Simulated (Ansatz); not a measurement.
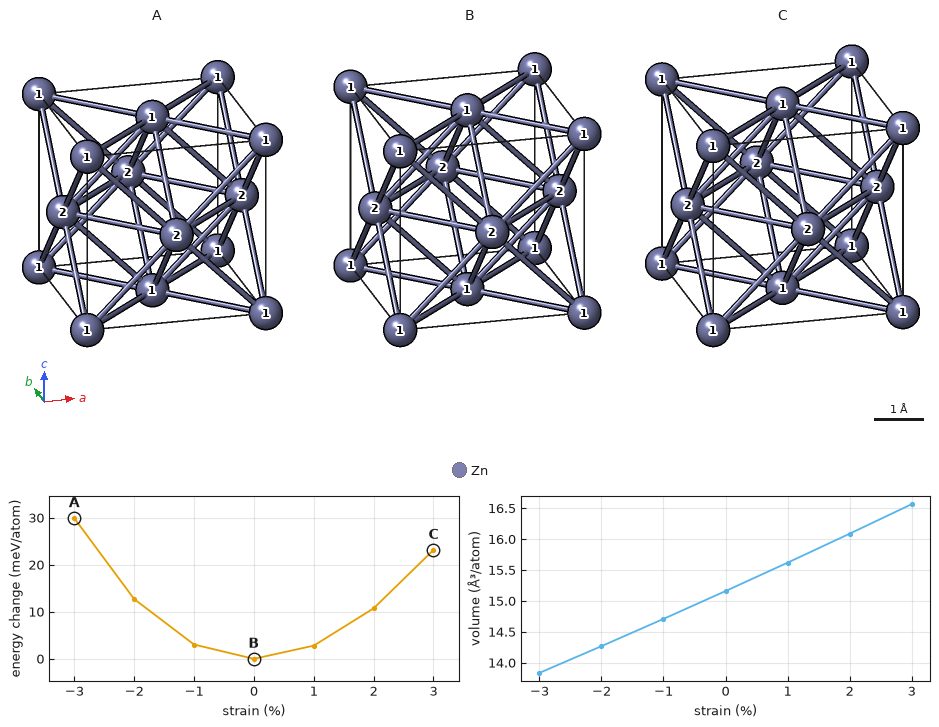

Members of a series of calculations on crystalline Zn (set up in Fm-3m), marked on the first curve. The picture is a ball-and-stick view of the conventional cell (2 times the calculation's cell), seen from a free direction. Lengths and directions refer to the drawn axes.

All numbers below come from Ansatz, DFT PBE, scalar-relativistic, plane waves, PAW. Set-up: plane-wave cutoff 420 eV; k-point mesh 16 × 16 × 10; occupations gaussian; smearing width 0.1 eV; no spin polarisation.

Question: Which kind of strain is it, and how does the structure respond?

Answer: Equal strain along all axes, cell held, atoms relaxed. A (strain −3.0 %): energy change 29.9 meV/atom, volume 13.84 Å³ per atom. B (strain 0.0 %): energy change 0.0 meV/atom, volume 15.16 Å³ per atom. C (strain 3.0 %): energy change 23.2 meV/atom, volume 16.57 Å³ per atom. The rest compares A with C. The drawn cell changes as follows: a = b = c 3.811 → 4.047 Å (+6.2 %); the volume changes by +19.7 %. Near-neighbour distances before and after: Zn–Zn 2.695 → 2.861 Å.
